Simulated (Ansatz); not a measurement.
**Mg (slab): density, localisation and related maps**

```cif
data_structure
_symmetry_space_group_name_H-M 'P 1'
_symmetry_Int_Tables_number 1
_cell_length_a 3.1466
_cell_length_b 5.0389
_cell_length_c 17.6334
_cell_angle_alpha 90.000
_cell_angle_beta 90.000
_cell_angle_gamma 90.000
_cell_volume 279.59
loop_
_atom_site_label
_atom_site_type_symbol
_atom_site_fract_x
_atom_site_fract_y
_atom_site_fract_z
_atom_site_occupancy
Mg1 Mg 0.00000 0.75000 0.39697 1
Mg2 Mg 0.50000 0.25000 0.44849 1
Mg3 Mg 0.50000 0.75000 0.55607 1
Mg4 Mg 0.00000 0.25000 0.60026 1
```

These are results of DFT LDA, scalar-relativistic, plane waves, PAW in Ansatz 0.2.0, not measurements.

Core electrons are frozen (PAW), and the valence fields are smoothed inside the atomic spheres.

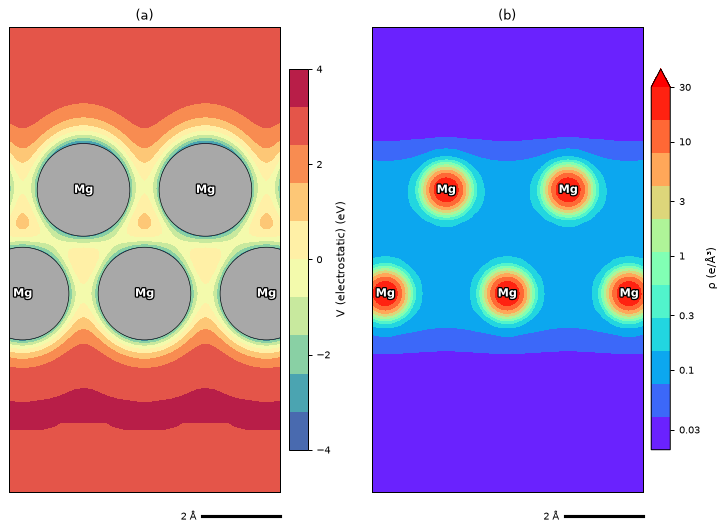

Figure 1. (a) electrostatic potential (local pseudopotential plus Hartree) felt by an electron; (b) valence charge density (pseudo) on the (010) plane of the calculation cell, a cut from vacuum to vacuum. Grey discs cover the atomic cores in the potential map.

**Interpret the plot.**

The section cuts through Mg sites. Mg–Mg (3.15 Å): ρ at the midpoint is about 0.11 e/Å³. The density dies away to nearly zero in the vacuum. Outside the cores the potential energy rises away from the atoms and is highest in the vacuum; its zero is arbitrary.

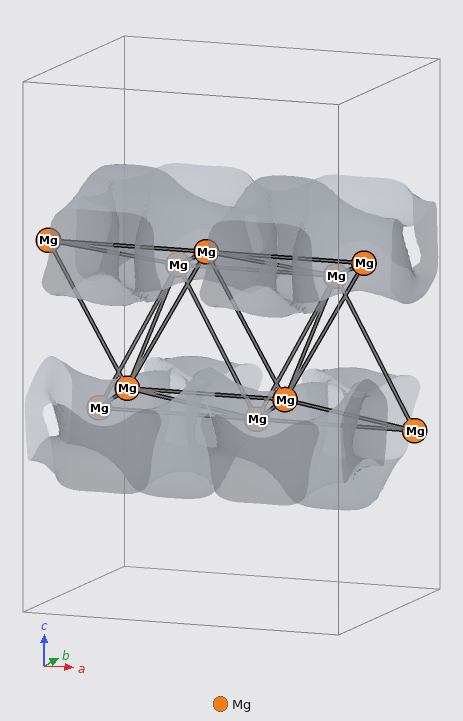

Figure 2. Isosurface of the electron localisation function at 0.6 (grey), seen slightly off an axis. Core shells and regions of very low density are left out. Sticks mark near contacts.

**Identify the bonds, lone pairs and shells in this picture.**

The ELF exceeds this value in sheets that run through the cell in two directions, counted in one cell of 4 atoms. Counts are for one cell; the picture repeats the cell along the surface. There are no localised bonds or lone pairs at this value. Along the contacts the grid gives the following. Mg–Mg (3.07 Å): the ELF peaks at about 0.65 between the atoms. Mg–Mg (3.15 Å): the ELF peaks at about 0.75 between the atoms.

**Does the calculation give a band gap?**

It is metallic or semimetallic at this level of theory: no gap opens.
